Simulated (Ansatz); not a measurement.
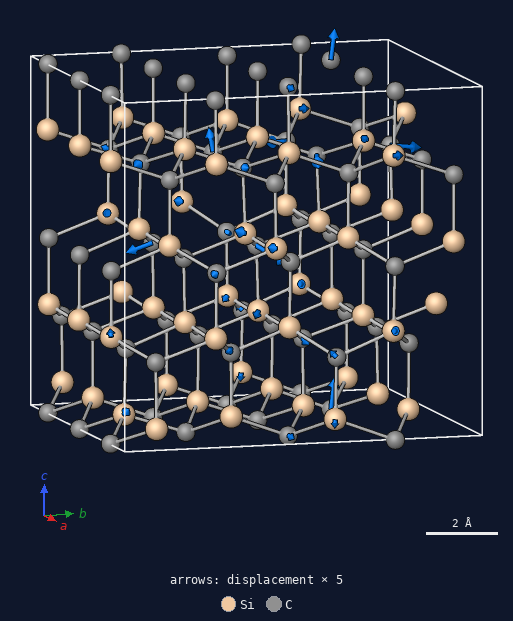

A relaxation of a defect cell of composition Si46C48 (cell charge +1). The starting structure is drawn; blue arrows show the displacements, 5 times their true length.

The picture is a ball-and-stick view of the cell of the calculation (origin shifted), seen slightly off an axis.

All numbers below come from DFT, PBEsol, PAW, plane waves in Ansatz. Set-up: plane-wave cutoff 420 eV; k-point mesh 1 × 1 × 1; mesh shifted by (0.25, 0.25, 0.25); collinear spin; atoms relaxed in a fixed cell; force threshold 0.03 eV/Å; at most 80 steps.

**What did the optimiser do to the structure, and how much energy did it gain?**

The energy falls by 2.693 eV per cell of the calculation in 5 geometry steps. Largest force component: 2.2 eV/Å at the start, 0.01 eV/Å at the end. The largest move is that of a C atom, 0.24 Å roughly along [3 2 −1]. Largest moves by element: C 0.24 Å, Si 0.09 Å. The cell doesn't change. Among the contacts that change: C–Si 1.973 → 1.865 Å, C–Si 1.796 → 1.890 Å, C–Si 1.934 → 1.845 Å, C–Si 1.962 → 1.877 Å. Bond angles that change, for instance: C–Si–C 112.1° → 101.1°, C–Si–C 112.6° → 102.5°, C–Si–C 110.9° → 101.9°. The program noted that the starting moments weren't kept. The run took 6 s on 1 × NVIDIA GB200 with 8 threads of Arm Neoverse-V2, peak memory 1.9 GiB.

Limits of the set-up: the cell is charged, on a uniform background, and energies carry no finite-size correction.
